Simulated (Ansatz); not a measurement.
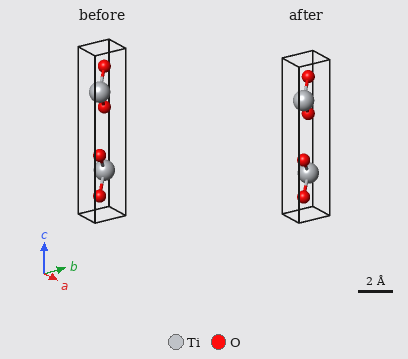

The structure of a crystal of TiO2 (a generated structure, set up in P6_3/mmc) (coarse preliminary run) before (left) and after (right) a relaxation, at one scale.

Style: ball-and-stick. Shown: the cell of the calculation, slightly off an axis.

The calculation used DFT PBE+D3(BJ), scalar-relativistic, plane waves, PAW in Ansatz 0.2.0.

The input:
```yaml
crystal:
  lattice:
    - [2.87694798, 0.0, 0.0]
    - [-1.43847399, 2.49151003, 0.0]
    - [0.0, 0.0, 10.16630457]
  atoms:
    - { symbol: Ti, position: [0.66666667, 0.33333333, 0.75], spin: 1.0 }
    - { symbol: Ti, position: [0.33333333, 0.66666667, 0.25], spin: 1.0 }
    - { symbol: O, position: [0.33333333, 0.66666667, 0.87163477] }
    - { symbol: O, position: [0.33333333, 0.66666667, 0.62836523] }
    - { symbol: O, position: [0.66666667, 0.33333333, 0.12836523] }
    - { symbol: O, position: [0.66666667, 0.33333333, 0.37163477] }
basis:
  ecutwfc: 420
kpoints:
  mp_grid: { grid: [6, 6, 2] }
hamiltonian:
  xc: pbe
  dispersion: d3bj
scf:
  occupations: { method: gaussian, width: 0.1 }
  lower_state_search: "off"
output:
  forces: true
  stress: true
  eigenvalues: true
  populations: true
magnetization:
  spin_polarized: true
relax:
  adjacent_minimum: "off"
  f_tol: 0.04
  max_steps: 70
  cell: { stress_tol: 0.4 }
```

Run as
```bash
ansatz run input.yaml --threads 1 --pin off --max-ram 2560MiB --backend cpu --events-out ev --progress --plain --runs-dir out
```

What changed between the two?

Answer. The largest moves relative to the cell, 0.030 Å, are those of O3, O4, O5 and O6. O4 goes along +c. Ti stays in place. The volume changes by −7.1 %, with a = b 2.877 → 2.871 Å (−0.2 %), c 10.166 → 9.478 Å (−6.8 %). Among the contacts that change: Ti1–O3 2.071 → 2.002 Å, Ti1–Ti1 2.877 → 2.871 Å. Bond angles that change, for instance: Ti1–O3–Ti1 88.0° → 91.6°. The space group stays P6_3/mmc (No. 194). The energy falls by 117 meV per atom in 4 accepted moves (7 points after the start). Largest force component: 2.8 eV/Å at the start, 0.0066 eV/Å at the end. Pressure: −14.14 GPa at the start and −0.01 GPa at the end. The line search rejected the trial step at point 1 of the run. At 2 points the geometry stayed and the basis and grid were re-selected for the new cell (energy shift of 1.9 meV per atom at most each time). The program noted that the starting moments weren't kept.
